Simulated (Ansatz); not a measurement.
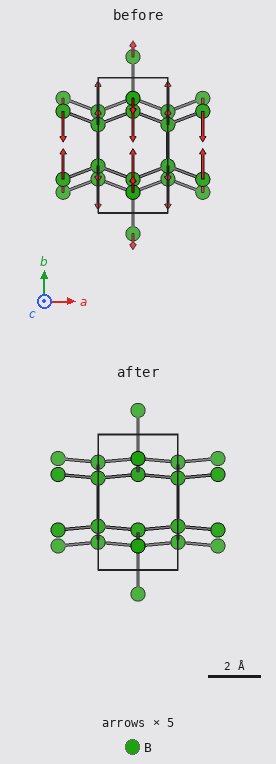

The structure of solid B (a generated structure, set up in Imm2) (coarse preliminary run) before (top) and after (bottom) a relaxation, at one scale. The red arrows give the displacements (the part carried along by the change of the cell is left out), 5 times their true length.

Style: ball-and-stick. Shown: the conventional cell (2 times the calculation's cell), along the c axis. Lengths and directions refer to the drawn axes.

These are results of Ansatz 0.2.0, DFT PBE, scalar-relativistic, plane waves, PAW, not measurements.

Input file:
```yaml
crystal:
  lattice:
    - [-1.35626737, 2.6311771, 2.23623024]
    - [1.35626737, -2.6311771, 2.23623024]
    - [1.35626737, 2.6311771, -2.23623024]
  atoms:
    - { symbol: B, position: [0.01162965, 0.26300891, 0.74862074] }
    - { symbol: B, position: [0.51438816, 0.26300891, 0.25137926] }
    - { symbol: B, position: [0.25894715, 0.60570771, 0.65323944] }
    - { symbol: B, position: [0.95246827, 0.60570771, 0.34676056] }
basis:
  ecutwfc: 420
kpoints:
  mp_grid: { grid: [8, 8, 8] }
hamiltonian:
  xc: pbe
scf:
  occupations: { method: gaussian, width: 0.1 }
  lower_state_search: "off"
output:
  forces: true
  stress: true
  eigenvalues: true
relax:
  adjacent_minimum: "off"
  f_tol: 0.04
  max_steps: 70
  cell: { stress_tol: 0.4 }
```

Command:
```bash
ansatz run input.yaml --threads 1 --pin off --max-ram 2560MiB --backend cpu --events-out ev --progress --plain --runs-dir out
```

**Summarise the run.**

The largest moves relative to the cell, 0.25 Å, are those of B1 and B2. B1 goes along [0 3 −1]. The volume changes by +15.3 %, with a 2.713 → 3.104 Å (+14.4 %), b 5.262 → 5.267 Å (+0.1 %), c 4.472 → 4.503 Å (+0.7 %). Among the contacts that change: B1–B2 2.646 → 2.158 Å, B3–B4 1.613 → 1.871 Å, B1–B3 1.613 → 1.784 Å, B1–B4 1.613 → 1.662 Å. Bond angles that change, for instance: B4–B1–B4 114.5° → 138.0°, B2–B3–B4 108.7° → 94.9°, B3–B1–B4 120.9° → 110.8°. The space group stays Imm2 (No. 44). After 10 accepted moves (13 points after the start) the energy has fallen by 231 meV per atom. The largest force component goes from 0.18 to 0.0067 eV/Å. Pressure: 36.20 GPa at the start and −0.13 GPa at the end. The line search rejected the trial step at point 6 of the run. At 2 points the geometry stayed and the basis and grid were re-selected for the new cell (energy shift of 6.1 meV per atom at most each time). Cost: 100 s on 1 thread of Arm Neoverse N1 (shared host), peak memory 0.33 GiB.
